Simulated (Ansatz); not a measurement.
# Calculations on H15NO6

Part 1: Relaxation

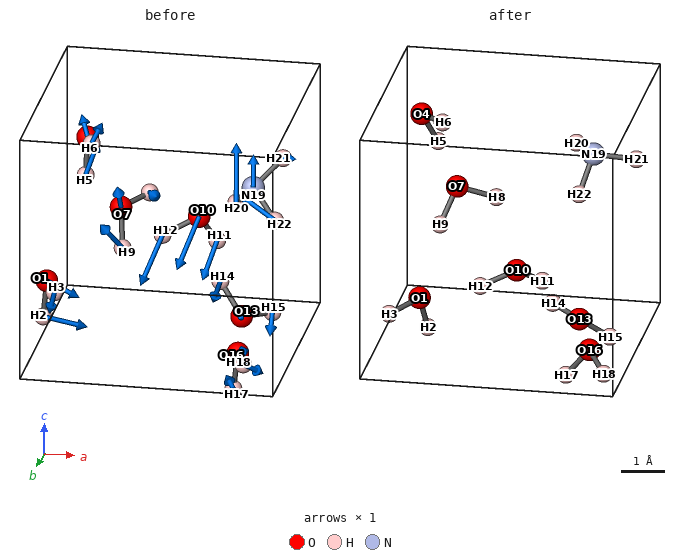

The structure of an amorphous cell of composition H15NO6 before (left) and after (right) a relaxation, at one scale. The blue arrows give the displacements, at their true length.

The picture is a ball-and-stick view of the cell of the calculation, seen from a free direction.

The cell holds 6 H2O + 1 NH3. The run prepares the start of a later molecular dynamics calculation, from a guessed geometry.

These are results of DFT PBE-D3(BJ), scalar-relativistic, plane waves, PAW (Ansatz 0.2.0), not measurements.

Input file:
```yaml
crystal:
  lattice:
    - [6.02765, 0.0, 0.0]
    - [0.0, 6.02765, 0.0]
    - [0.0, 0.0, 6.02765]
  atoms:
    - { symbol: O, position: [0.0930914, 0.9276763, 0.3901225] }
    - { symbol: H, position: [0.1020837, 1.0537146, 0.2908562] }
    - { symbol: H, position: [0.0993212, 0.8004869, 0.2921207] }
    - { symbol: O, position: [0.1589637, 0.4199172, 0.7975966] }
    - { symbol: H, position: [0.1721878, 0.5321152, 0.6833291] }
    - { symbol: H, position: [0.1489678, 0.2820234, 0.7157084] }
    - { symbol: O, position: [0.374599, 0.8637626, 0.6948308] }
    - { symbol: H, position: [0.4977302, 0.9143218, 0.7848463] }
    - { symbol: H, position: [0.3951287, 0.9396895, 0.5547095] }
    - { symbol: O, position: [0.6077791, 0.4597133, 0.5124361] }
    - { symbol: H, position: [0.7021589, 0.5821688, 0.4686477] }
    - { symbol: H, position: [0.4687308, 0.4890526, 0.4374357] }
    - { symbol: O, position: [0.7322489, 0.2277133, 0.0126833] }
    - { symbol: H, position: [0.6440022, 0.2048789, 0.1450141] }
    - { symbol: H, position: [0.8669446, 0.2963503, 0.0671475] }
    - { symbol: O, position: [0.8207128, 0.7769387, 0.0816986] }
    - { symbol: H, position: [0.8265923, 0.9026911, -0.0181617] }
    - { symbol: H, position: [0.8181458, 0.6495932, -0.0162649] }
    - { symbol: "N", position: [0.739072, 0.0180451, 0.4702087] }
    - { symbol: H, position: [0.7026637, 0.182753, 0.4689948] }
    - { symbol: H, position: [0.8525105, -0.0045641, 0.592994] }
    - { symbol: H, position: [0.8191091, -0.0139211, 0.3251986] }
basis:
  ecutwfc: 420.0
kpoints:
  mp_grid: { grid: [1, 1, 1] }
hamiltonian:
  xc: pbe
  dispersion: d3bj
scf:
  occupations: { method: fermi_dirac, width: 0.05 }
  lower_state_search: "off"
relax:
  f_tol: 0.3
  max_steps: 15
  adjacent_minimum: "off"
```

Run as
```bash
ansatz run input.yaml --threads 1 --pin off --max-ram 3072MiB --backend cpu --events-out ev --progress --plain --runs-dir out
```

Describe what moved and what it gained.

Answer. Over 13 accepted moves (15 points after the start) the energy falls by 163 meV per atom. Largest force component: 3.3 eV/Å at the start, 0.22 eV/Å at the end. 2 steps only repeated the SCF at the same geometry. The forces were under the threshold at step 10, but the run went on from there. The largest moves, 1.42 Å, are those of O10 and H20. O10 goes roughly along [−1 0 −3]. Largest moves by element: O 1.42 Å, H 1.41 Å, N 0.79 Å. The cell stays as it was. Near-neighbour distances that change, for instance: O4–H5 0.969 → 1.008 Å, O16–H17 0.969 → 0.996 Å, O13–H14 0.969 → 0.994 Å, N19–H20 1.017 → 1.031 Å. Bond angles that change, for instance: H8–O7–H9 104.0° → 100.4°, H17–O16–H18 104.0° → 106.9°, H21–N19–H22 106.3° → 104.3°.

Limits of the set-up: the periodic images lie only 6.0 Å apart, so the values are limited by the cell's size.

Part 2: Dynamics

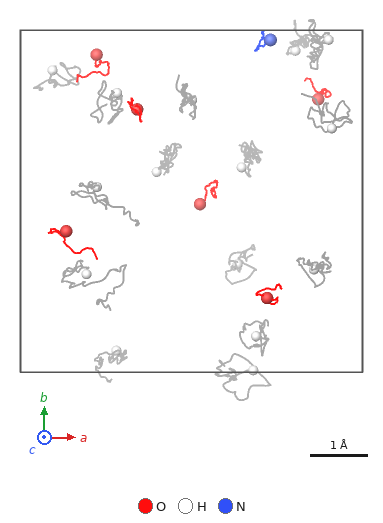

Molecular dynamics of a periodic cell with 6 H2O + 1 NH3 at 0.949 g/cm³, 225 fs long. Lines trace each atom's path, in the colour of its element; spheres stand at the starting positions. Seen along the c axis in the simulation cell.

Method: DFT PBE-D3(BJ), scalar-relativistic, plane waves, PAW in Ansatz 0.2.0. Settings: plane-wave cutoff 420 eV; k-point mesh 1 × 1 × 1; Fermi-Dirac smearing 0.05 eV; Langevin thermostat (NVT); set temperature 400 K; time step 0.75 fs; friction 0.02 per fs.

Describe the motion.

Answer. In the second half of the run the atoms are, in the root-mean-square, this far from where they began (common drift taken out): H 0.47 Å, O 0.37 Å, N 0.15 Å. The heavy atoms stay within a fraction of a molecule's size of their starting places; so short a run doesn't tell a liquid from a solid. The mean temperature in the second half is 410 K (standard deviation 63 K). The potential energy in the second half lies on average 52.0 meV per atom above the first frame.

Limits of the set-up: the periodic images lie only 6.0 Å apart, so the values are limited by the cell's size.

Cost: 6.4 min on 1 thread of Arm Neoverse V1 (shared host), peak memory 0.33 GiB.

Part 3: Dynamics

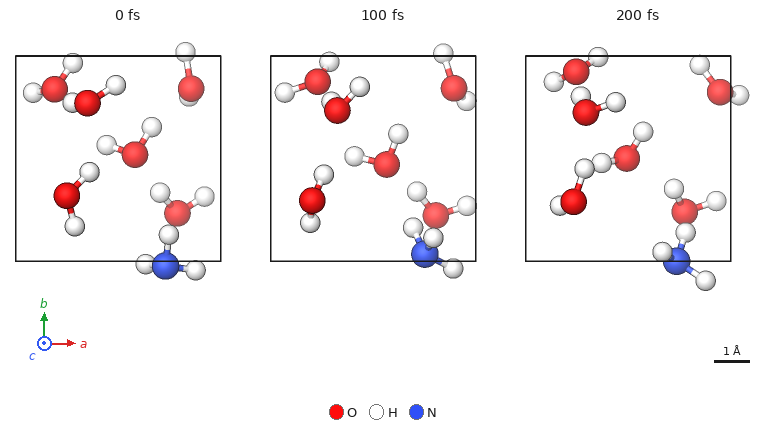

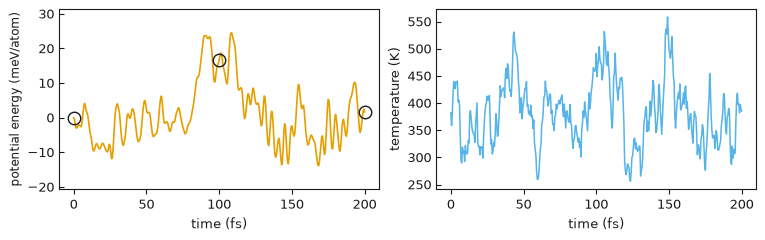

A Born-Oppenheimer molecular dynamics run of a periodic cell with 6 H2O + 1 NH3 at 0.949 g/cm³, 200 fs long. It starts from the last geometry of an earlier run, with fresh velocities. Frames and the history of the run. A ball-and-stick model of the simulation cell, seen along the c axis. Atoms that leave the cell re-enter on the other side.

All numbers below come from DFT PBE-D3(BJ), scalar-relativistic, plane waves, PAW in Ansatz 0.2.0. Settings: plane-wave cutoff 420 eV; k-point mesh 1 × 1 × 1; Fermi-Dirac smearing 0.05 eV; Langevin thermostat (NVT); set temperature 400 K; time step 0.5 fs; friction 0.05 per fs.

> What do the frames and curves show?

Root-mean-square distances from the starting positions over the second half, with the common drift of all atoms taken out: H 0.67 Å, N 0.51 Å, O 0.38 Å. The heavy atoms stay within a fraction of a molecule's size of their starting places; so short a run doesn't tell a liquid from a solid. The mean temperature in the second half is 383 K (standard deviation 66 K). The potential energy in the second half lies on average 0.9 meV per atom above the first frame.

Limits of the set-up: the periodic images lie only 6.0 Å apart, so the values are limited by the cell's size.

The run took 8.2 min on 1 thread of Arm Neoverse V1, on a shared host, peak memory 0.33 GiB.
